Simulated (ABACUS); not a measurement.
# NiO: 7 runs along one coordinate

System: NiO (2 atoms in the cell).
Method: Kohn-Sham DFT of a periodic cell, PBE, PseudoDojo NC SR 0.4.1 PBE standard, spin-polarised (ABACUS 3.10.1).

The 7 runs differ only in the geometry, by an even scaling of the cell at fixed fractional positions. The structure derives from an entry of the Crystallography Open Database.

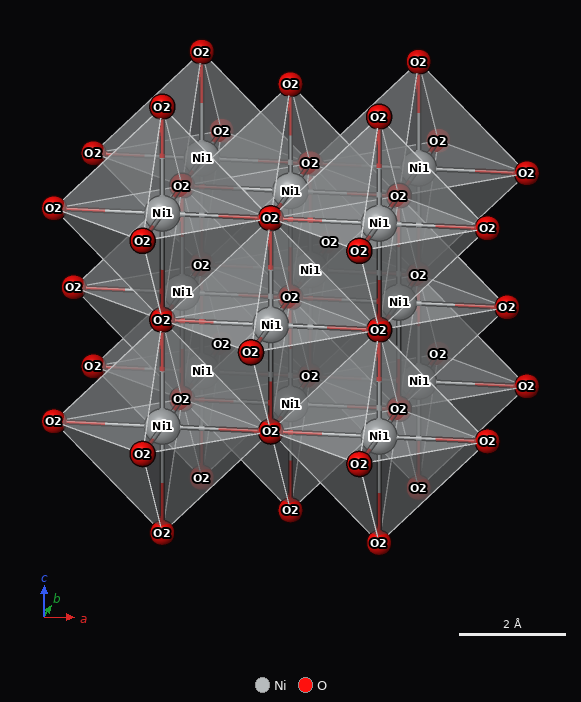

Figure 1. The structure of run 4 (polyhedral view of the cell 4 times as large as that of the calculation, set on its symmetry axes, seen slightly off an axis; polyhedra are completed across the faces of the cell; atoms are numbered from 1 in the order of the input).

**Input file of run 4**
```
INPUT_PARAMETERS
suffix              NiO
calculation         scf
basis_type          pw
pseudo_dir          ./
symmetry            1
dft_functional      pbe
ecutwfc             98
pseudo_rcut         10
nspin               2
nbands              17
ks_solver           dav
smearing_method     fd
smearing_sigma      0.00367493
scf_thr             1e-08
scf_nmax            100
mixing_type         broyden
mixing_beta         0.4
cal_force           1
cal_stress          1
kpar                4
```

**File STRU of run 4**
```
ATOMIC_SPECIES
Ni 58.6934 Ni.upf
O 15.9990 O.upf

LATTICE_CONSTANT
1.8897261246

LATTICE_VECTORS
0.0000000000 2.0859016414 2.0859016414
2.0859016414 0.0000000000 2.0859016414
2.0859016414 2.0859016414 0.0000000000

ATOMIC_POSITIONS
Direct

Ni
0.0
1
0.0000000000 0.0000000000 0.0000000000 1 1 1 mag 1

O
0.0
1
0.5000000000 0.5000000000 0.5000000000 1 1 1 mag 0
```

**File KPT of run 4**
```
K_POINTS
0
Gamma
11 11 11 0 0 0
```

Command:
```bash
OMP_NUM_THREADS=1 mpirun -np 4 abacus > log
```

Lattice vectors (Å) and fractional positions of run 4:
```
   0.000000    2.085902    2.085902
   2.085902    0.000000    2.085902
   2.085902    2.085902    0.000000
Ni  0.000000  0.000000  0.000000
O   0.500000  0.500000  0.500000
```

Run 2 differs from it as follows:
```diff
-0.0000000000 2.0859016414 2.0859016414
-2.0859016414 0.0000000000 2.0859016414
-2.0859016414 2.0859016414 0.0000000000
+0.0000000000 2.0577103256 2.0577103256
+2.0577103256 0.0000000000 2.0577103256
+2.0577103256 2.0577103256 0.0000000000
```

**Results, with one run withheld**

| run | volume per atom (Å³) | free energy per atom, from the lowest run given (meV) | pressure (GPa) |
| --- | --- | --- | --- |
| 1 | 8.531 | 47.56 | 19.02 |
| 2 | 8.713 | ? | ? |
| 3 | 8.894 | 14.61 | 10.15 |
| 4 | 9.076 | 5.43 | 6.06 |
| 5 | 9.257 | 0.69 | 2.31 |
| 6 | 9.439 | 0.00 | −1.12 |
| 7 | 9.620 | 2.99 | −4.21 |

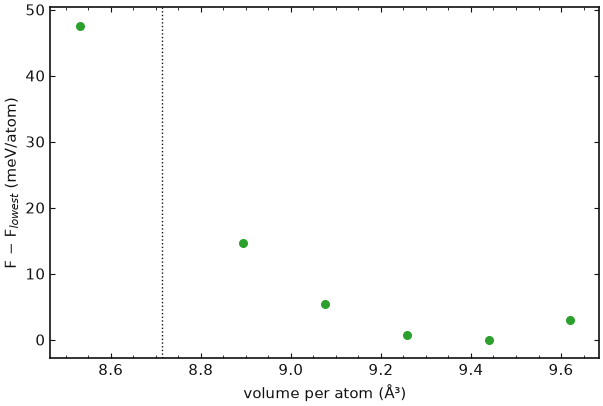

Figure 2. Free energy per atom of the runs given; the dotted line marks run 2.

What should run 2 give?

A cubic polynomial in V^(−2/3) (the Birch–Murnaghan form), fitted to the 6 runs given, misses them by at most 0.01 meV per atom. With x = V^(−2/3) − 0.22902 Å⁻², it reads F = 3.7679 + 1887.2 x + 2.2213e+05 x² − 4.1676e+05 x³ (meV per atom). At run 2 it gives 28.46 meV per atom, and the run itself gives 28.59. The slope of the fit gives a pressure −dF/dV of 14.47 GPa there, and the run prints 14.49 GPa. The fit has its minimum at 9.381 Å³ per atom, where V d²F/dV² gives 174 GPa: the bulk modulus at this level, since symmetry fixes the shape and the positions.

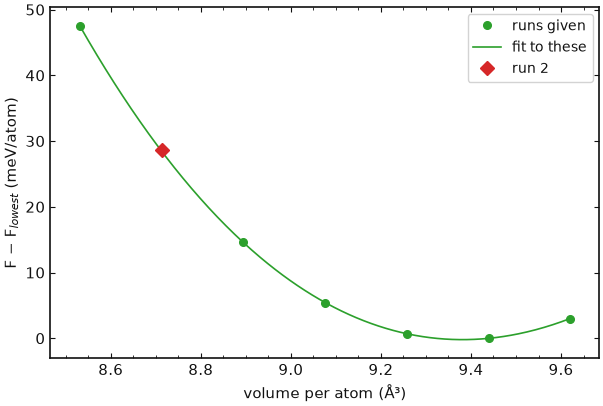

Figure 3. The fit and the withheld run.

**Some lines of the output (run 2)**
```
[...]
 E_Fermi        1.1509949276         15.6600893842
 E_Fermi        1.1487854698         15.6300281694
 E_Fermi        1.1478482349         15.6172764343
 E_Fermi        1.1466495348         15.6009672819
 E_Fermi        1.1464037149         15.5976227310
 E_Fermi        1.1464081593         15.5976832002
 E_Fermi        1.1463949818         15.5975039109
 E_Fermi        1.1463849915         15.5973679865
 E_KS(sigma->0) -368.5676370552      -5014.6199623464
 E_Fermi        1.1463926554         15.5974722585
 final etot is -5014.6250758 eV
 EFERMI = 15.597472259 eV
 TOTAL-PRESSURE: 144.857819 KBAR
 !FINAL_ETOT_IS -5014.6250758233445595 eV
```
